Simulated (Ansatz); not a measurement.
# MoS2: geometry relaxation (part 2 of 2)

MoS2 (R-3m, 3 atoms in the cell); DFT PBE+D3(BJ), scalar-relativistic, plane waves, PAW, no spin polarisation (Ansatz 0.2.0); cutoff 420 eV, 6×6×6 k-mesh, Gaussian smearing of 0.1 eV. The structure derives from an entry of the Crystallography Open Database.

Geometry of the input (Å; fractional positions):
```
1.5855  0.9154  6.1150
-1.5855  0.9154  6.1150
0.0000  -1.8308  6.1150
Mo 0.0000  0.0000  0.0000
S  0.7500  0.7500  0.7500
S  0.2500  0.2500  0.2500
```

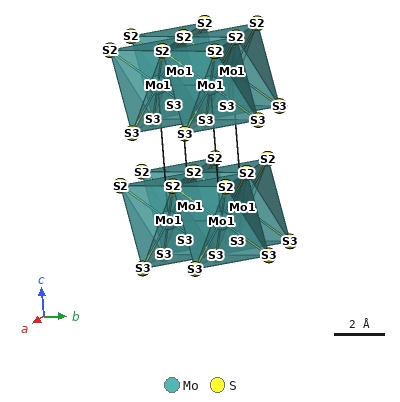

Figure 1. The geometry at step 2 of the log (polyhedral view of the reduced cell, seen slightly off an axis; polyhedra are completed across the faces of the cell; atoms are numbered from 1 in the order of the input).

Log, continued:
```
SCF iter   1: F=—  HF=-6763.290006 eV  |F-HF|=—  |Δ(HF+E_count)|=         —  Δρ=5.30e-3  dr2=1.60e-2  ethr=6.14e-5  ⟨swp⟩=1.0  Hψ=3455  notcnv=0
preconditioner: auto → Kerker (q_TF=auto, 2.436 Å⁻¹)  [metal: Δε(μ)=0.072 eV  Ē_g=8.011 eV  σ=0.100 eV  W_gap=0.37  n_scr=16 (ndim 8)  ℏωp=22.0 eV  f_vac=0.007  D(μ)=0.80/eV (n_scr^D=2)]
SCF iter   2: F=—  HF=-6763.287639 eV  |F-HF|=—  |Δ(HF+E_count)|=   2.37e-3  Δρ=3.01e-3  dr2=5.94e-3  ethr=6.14e-5  ⟨swp⟩=1.0  Hψ=544  notcnv=0
SCF iter   3: F=—  HF=-6763.286561 eV  |F-HF|=—  |Δ(HF+E_count)|=   1.08e-3  Δρ=6.11e-4  dr2=4.20e-4  ethr=2.28e-5  ⟨swp⟩=2.0  Hψ=745  notcnv=0
SCF iter   4: F=—  HF=-6763.286593 eV  |F-HF|=—  |Δ(HF+E_count)|=   3.20e-5  Δρ=1.72e-4  dr2=3.48e-5  ethr=1.62e-6  ⟨swp⟩=2.0  Hψ=749  notcnv=0
SCF iter   5: F=—  HF=-6763.286642 eV  |F-HF|=—  |Δ(HF+E_count)|=   4.91e-5  Δρ=4.53e-5  dr2=2.81e-6  ethr=1.34e-7  ⟨swp⟩=2.0  Hψ=763  notcnv=0
SCF iter   6: F=-6763.286644 eV  HF=-6763.286644 eV  |F-HF|=5.22e-8  |Δ(HF+E_count)|=   1.65e-6  Δρ=7.75e-6  dr2=3.04e-8  ethr=1.15e-9  ⟨swp⟩=4.0  Hψ=2547  notcnv=0
SCF 3 converged in 6 iterations: F = -6763.286644 eV  dr2 = 3.04e-8
relax step   3: F+E_penalty+E_count = -6763.28664363 eV  Δ(F+E_penalty+E_count) = -2.075e-2 eV  max|allowed force component| = 5.950e-2 eV/Å  Δτ_max = 0.0734 Å  P = -0.051 GPa  Ω = 51.292 Å³  energy of the carried Pulay correction = +2.433e-4 eV  (6 SCF iters, dr2 threshold 3.00e-7 eV, accepted)
Crystal: 3 atoms, lattice volume = 51.025 Å³
iter 1 solved again at ethr=1.80e-6 eV; its pass at ethr=3.10e-3 eV (dr2=4.68e-4 eV) is discarded
SCF iter   1: F=—  HF=-6763.287391 eV  |F-HF|=—  |Δ(HF+E_count)|=         —  Δρ=6.30e-4  dr2=4.57e-4  ethr=1.80e-6  ⟨swp⟩=2.0  Hψ=3108  notcnv=0
preconditioner: auto → Kerker (q_TF=auto, 2.438 Å⁻¹)  [metal: Δε(μ)=0.027 eV  Ē_g=8.020 eV  σ=0.100 eV  W_gap=0.15  n_scr=16 (ndim 8)  ℏωp=22.1 eV  f_vac=0.003  D(μ)=0.86/eV (n_scr^D=2)]
SCF iter   2: F=—  HF=-6763.287346 eV  |F-HF|=—  |Δ(HF+E_count)|=   4.51e-5  Δρ=3.38e-4  dr2=1.50e-4  ethr=1.76e-6  ⟨swp⟩=1.0  Hψ=544  notcnv=0
SCF iter   3: F=—  HF=-6763.287357 eV  |F-HF|=—  |Δ(HF+E_count)|=   1.14e-5  Δρ=6.54e-5  dr2=9.07e-6  ethr=5.79e-7  ⟨swp⟩=2.0  Hψ=699  notcnv=0
SCF iter   4: F=—  HF=-6763.287356 eV  |F-HF|=—  |Δ(HF+E_count)|=   1.34e-6  Δρ=2.64e-5  dr2=3.55e-7  ethr=3.49e-8  ⟨swp⟩=2.1  Hψ=757  notcnv=0
iter 5 did not close the SCF: its close was put off for the readings that it lacked (scf_convergence_deferred on its scf_iter line)
SCF iter   5: F=-6763.287356 eV  HF=-6763.287356 eV  |F-HF|=1.45e-8  |Δ(HF+E_count)|=   1.74e-7  Δρ=5.04e-6  dr2=2.78e-8  ethr=1.36e-9  ⟨swp⟩=2.0  Hψ=784  notcnv=0
SCF iter   6: F=-6763.287356 eV  HF=-6763.287356 eV  |F-HF|=1.03e-9  |Δ(HF+E_count)|=   2.66e-8  Δρ=1.14e-6  dr2=9.10e-10  ethr=1.07e-10  ⟨swp⟩=2.0  Hψ=1903  notcnv=0
SCF 4 converged in 6 iterations: F = -6763.287356 eV  dr2 = 9.10e-10
relax step   4: F+E_penalty+E_count = -6763.28735618 eV  Δ(F+E_penalty+E_count) = -7.126e-4 eV  max|allowed force component| = 6.607e-3 eV/Å  Δτ_max = 0.0080 Å  P = -0.048 GPa  Ω = 51.025 Å³  energy of the carried Pulay correction = +2.771e-4 eV  (6 SCF iters, dr2 threshold 2.21e-7 eV, accepted)
Initial wavefunctions: pseudopotential atomic-orbital guess (no wavefunctions were taken with the density)
iter 1 solved again at ethr=1.84e-7 eV; its pass at ethr=3.10e-3 eV (dr2=4.79e-5 eV) is discarded
SCF iter   1: F=—  HF=-6763.287061 eV  |F-HF|=—  |Δ(HF+E_count)|=         —  Δρ=5.86e-5  dr2=2.46e-7  ethr=1.84e-7  ⟨swp⟩=3.2  Hψ=4389  notcnv=0
preconditioner: auto → Kerker (q_TF=auto, 2.438 Å⁻¹)  [metal: Δε(μ)=0.026 eV  Ē_g=8.022 eV  σ=0.100 eV  W_gap=0.14  n_scr=16 (ndim 8)  ℏωp=22.1 eV  f_vac=0.003  D(μ)=0.85/eV (n_scr^D=2)]
SCF iter   2: F=—  HF=-6763.287096 eV  |F-HF|=—  |Δ(HF+E_count)|=   3.52e-5  Δρ=3.08e-5  dr2=6.46e-8  ethr=9.45e-10  ⟨swp⟩=2.4  Hψ=927  notcnv=0
iter 3 did not close the SCF: its close was put off for the readings that it lacked (scf_convergence_deferred on its scf_iter line)
SCF iter   3: F=-6763.287096 eV  HF=-6763.287096 eV  |F-HF|=2.30e-10  |Δ(HF+E_count)|=   5.49e-8  Δρ=1.43e-6  dr2=3.61e-10  ethr=2.49e-10  ⟨swp⟩=2.7  Hψ=923  notcnv=0
iter 4 did not close the SCF: its close was put off for the readings that it lacked (scf_convergence_deferred on its scf_iter line)
SCF iter   4: F=-6763.287096 eV  HF=-6763.287096 eV  |F-HF|=9.09e-12  |Δ(HF+E_count)|=  2.74e-10  Δρ=3.38e-7  dr2=5.10e-11  ethr=1.39e-12  ⟨swp⟩=2.2  Hψ=803  notcnv=0
iter 5 did not close the SCF: its close was put off for the readings that it lacked (scf_convergence_deferred on its scf_iter line)
SCF iter   5: F=-6763.287096 eV  HF=-6763.287096 eV  |F-HF|=4.55e-12  |Δ(HF+E_count)|=  2.64e-11  Δρ=1.02e-7  dr2=6.56e-12  ethr=1.00e-12  ⟨swp⟩=1.0  Hψ=544  notcnv=0
iter 6 did not close the SCF: its close was put off for the readings that it lacked (scf_convergence_deferred on its scf_iter line)
SCF iter   6: F=-6763.287096 eV  HF=-6763.287096 eV  |F-HF|=0.00e0  |Δ(HF+E_count)|=  6.37e-12  Δρ=2.26e-8  dr2=3.57e-13  ethr=1.00e-12  ⟨swp⟩=1.0  Hψ=544  notcnv=0
SCF iter   7: F=-6763.287096 eV  HF=-6763.287096 eV  |F-HF|=9.09e-13  |Δ(HF+E_count)|=    0.00e0  Δρ=6.34e-9  dr2=2.36e-14  ethr=1.00e-12  ⟨swp⟩=1.0  Hψ=1216  notcnv=0
SCF 5 converged in 7 iterations: F = -6763.287096 eV  dr2 = 2.36e-14
relax step   5: F+E_penalty+E_count = -6763.28709585 eV  Δ(F+E_penalty+E_count) = +2.603e-4 eV  max|allowed force component| = 6.699e-3 eV/Å  Δτ_max = 0.0000 Å  P = -0.048 GPa  Ω = 51.025 Å³  stress off target by 1.13e-1 GPa  SCF on the basis re-selected at this cell (its energy is not comparable with the rows above)  (7 SCF iters)
basis re-selected at this cell: Δ(F+E_penalty+E_count) = +2.603e-4 eV, ΔP = -0.000 GPa vs the last step (what re-selecting the basis moved, of the pressure what is left beyond the Pulay correction that the steps carried, after the strain that the cell walked since its last selection, with what the two solves' SCF thresholds leave and, on support functions, any second-order correction that the steps lacked; it is no measure of the basis error at this ecutwfc). This SCF's stress stands 1.13e-1 GPa from its target on what of the cell is left free (relax.cell.stress_tol is 5.00e-1 GPa) and its largest allowed force component is 6.70e-3 eV/Å (relax.f_tol is 5.00e-2 eV/Å): within both
SCF converged after 7 iterations
Free energy (F): -6763.287096 eV
Harris-Foulkes:  -6763.287096 eV  (|F-HF|=9.09e-13)
Internal energy: -6763.282857 eV  (E = F + TS)
E sigma→0 (E₀):  -6763.284976 eV
Entropy (-TS):   -0.004239 eV (-1.413 meV/atom)
Fermi energy:    11.781549 eV
--- Per-component energies (eV) ---
  E_band       = -134.832771
  E_kinetic    = 656.562972
  E_local      = -1785.353475  (includes V_loc(G=0)·N_el)
  E_nonlocal   = 199.587276
  E_hartree    = 676.483606
  E_xc         = -378.559545
  E_vxc        = -405.128125  (∫ρ·V_xc dr)
  E_paw        = -4401.619941  (= ΣΔE_a)
  E_vpaw       = -153.468676  (= ΣTr[D̂ρ^β])
  E_aug_tail   = 0.000043  (compensation charges beyond the density's cutoff)
  E_ewald      = -1729.044148
  E_disp       = -1.339645  (pairwise vdW)
  E_smearing   = -0.004239  (= −TS)
  E_closure    = 0.000000  (closes the sum)
  Σ components = -6763.287096   (vs F -6763.287096, Δ=0.00e0)
--- Forces (eV/Å), atoms counted from 1 ---
  atom   1  Mo    -0.00000000     0.00000000    -0.00000000
  atom   2  S     -0.00000000     0.00000000     0.00669948
  atom   3  S      0.00000000    -0.00000000    -0.00669948
  max |Σ_I F_I| component: 2.31e-18 eV/Å
--- Stress (GPa, compression-positive) ---
       -0.113106       0.000000      -0.000000
        0.000000      -0.113106       0.000000
       -0.000000       0.000000       0.082084
  P = ⅓ Tr σ = -0.0480 GPa (-0.480 kbar)
--- Band table (eV; the first three rows and the last of 32) ---
  k-point 0: bands = ["-49.8326", "-23.9174", "-23.7752", "-23.7752", "-3.3321", "-1.6181", "4.6883", "8.1259", "8.1259", "10.3570", "10.4425", "11.0433", "11.0433", "11.9007", "11.9007", "15.0504", "15.0504"]
  k-point 1: bands = ["-49.8215", "-23.8966", "-23.8814", "-23.7996", "-2.8856", "-1.5153", "5.2548", "7.3237", "8.2974", "9.1177", "10.2239", "10.2328", "10.6492", "12.1047", "12.6939", "14.5589", "14.8681"]
  k-point 2: bands = ["-49.7995", "-24.0899", "-23.8536", "-23.8479", "-1.9067", "-1.1431", "5.8956", "6.3168", "7.2960", "8.0830", "8.9950", "10.0466", "10.2887", "13.0074", "13.1005", "14.9192", "15.4234"]
  k-point 31: bands = ["-49.8326", "-23.9176", "-23.7752", "-23.7752", "-2.8656", "-2.3173", "6.0885", "7.6356", "8.1593", "8.1593", "11.0650", "11.0650", "11.7072", "11.7072", "11.7821", "15.2477", "15.2477"]
--- Relaxed structure (4 steps of the walk, 4 accepted, 1 SCFs on fresh bases) ---
  F+E_penalty+E_count = -6763.28709585 eV   max|allowed force component| = 6.699e-3 eV/Å   (the final SCF, on the basis selected at the relaxed cell)
  cell:  # Å, volume = 51.0255 Å³
    - [1.570987636121538, 0.9070101346083429, 5.9683061776884045]
    - [-1.570987636121538, 0.9070101346083429, 5.9683061776884045]
    - [9.571888575783295e-34, -1.8140202692166871, 5.9683061776884045]
  atoms:
    - { symbol: Mo, position: [-2.498888205743048e-35, 2.1795391686289694e-34, -2.1527411701763807e-34] }
    - { symbol: S, position: [0.7558003499096091, 0.7558003499096091, 0.7558003499096092] }
    - { symbol: S, position: [0.24419965009039088, 0.24419965009039088, 0.24419965009039085] }
```

Trajectory as extended XYZ (Å, eV, eV/Å), 5 frames, from step=1 to step=5:
```
3
Lattice="1.5855 0.9154 6.1150 -1.5855 0.9154 6.1150 0.0000 -1.8308 6.1150" Properties=species:S:1:pos:R:3:forces:R:3 step=1 energy=-6763.21918 pressure_GPa=4.00
Mo    0.0000    0.0000    0.0000    0.0000   0.0000   0.0000
S     0.0000    0.0000   13.7587    0.0000   0.0000   0.9496
S     0.0000    0.0000    4.5862    0.0000   0.0000  -0.9496
3
Lattice="1.5581 0.8996 5.8220 -1.5581 0.8996 5.8220 0.0000 -1.7992 5.8220" Properties=species:S:1:pos:R:3:forces:R:3 step=2 energy=-6763.26590 pressure_GPa=0.61
Mo    0.0000    0.0000    0.0000    0.0000   0.0000   0.0000
S     0.0000    0.0000   13.2631    0.0000   0.0000  -0.3362
S     0.0000    0.0000    4.2028    0.0000   0.0000   0.3362
3
Lattice="1.5742 0.9089 5.9749 -1.5742 0.9089 5.9749 0.0000 -1.8177 5.9749" Properties=species:S:1:pos:R:3:forces:R:3 step=3 energy=-6763.28664 pressure_GPa=-0.05
Mo    0.0000    0.0000    0.0000    0.0000   0.0000   0.0000
S     0.0000    0.0000   13.5397    0.0000   0.0000   0.0595
S     0.0000    0.0000    4.3850    0.0000   0.0000  -0.0595
3
Lattice="1.5710 0.9070 5.9683 -1.5710 0.9070 5.9683 0.0000 -1.8140 5.9683" Properties=species:S:1:pos:R:3:forces:R:3 step=4 energy=-6763.28736 pressure_GPa=-0.05
Mo    0.0000    0.0000    0.0000    0.0000   0.0000   0.0000
S     0.0000    0.0000   13.5325    0.0000   0.0000   0.0066
S     0.0000    0.0000    4.3724    0.0000   0.0000  -0.0066
3
Lattice="1.5710 0.9070 5.9683 -1.5710 0.9070 5.9683 0.0000 -1.8140 5.9683" Properties=species:S:1:pos:R:3:forces:R:3 step=5 energy=-6763.28710 pressure_GPa=-0.05
Mo    0.0000    0.0000    0.0000    0.0000   0.0000   0.0000
S     0.0000    0.0000   13.5325    0.0000   0.0000   0.0067
S     0.0000    0.0000    4.3724    0.0000   0.0000  -0.0067
```

Results in brief:

```csv
quantity,value
outcome,converged
space group (tolerance 0.01 Å),R-3m (166)
electrons treated,26
free energy,−6763.2871 eV
Fermi energy,11.782 eV
gap on the k-point mesh,none (metallic)
pressure,−0.05 GPa
final volume,51.03 Å³
largest force (length of the vector) at the end,0.007 eV/Å
final cell,"a = 6.238 Å, b = 6.238 Å, c = 6.238 Å, α = 29.17°, β = 29.17°, γ = 29.17°"
hardware,"4 threads of Intel Xeon (Granite Rapids), 192 GiB of memory available, shared host"
wall time,1.7 s (CPU time 5.3 s)
peak memory,0.41 GiB
```
